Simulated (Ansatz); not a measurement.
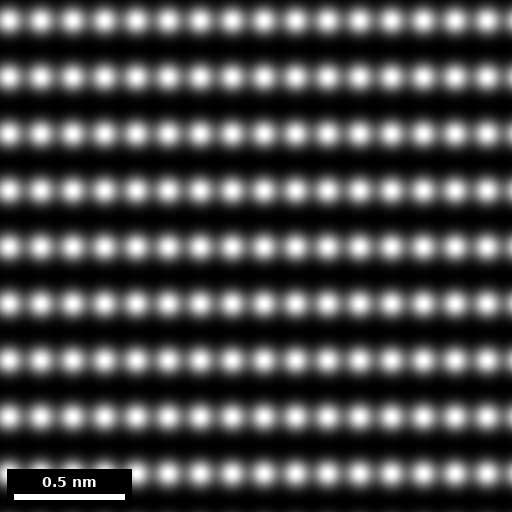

HAADF-like image of a crystal. Simulation: incoherent imaging, intensity Z^1.7 per atom, probe width 0.98 Å, thin sample. The probe carries 25 % of its weight in a tail 2.5 times as wide.

Question: What two-dimensional lattice does the image show, and how large is its cell?

Answer: The pattern repeats on a rectangular net of 1.4 × 2.6 Å.

Question: What is the plane group of the image?

Answer: p2mm: mirror lines in two perpendicular directions, with twofold points where they cross.

Question: How many columns does the smallest repeating cell hold, and how many levels of brightness?

Answer: 1 column in the primitive cell of 3.7 Å², all of one brightness.

The crystal is Ta (P6_3/mmc, No. 194) seen along [210]. Model: coordinates from a relaxation with DFT, r2SCAN, plane waves (500 eV) with PAW, scalar-relativistic (Ansatz 0.2.0); the starting structure was generated, so it need not be a known form of this composition.
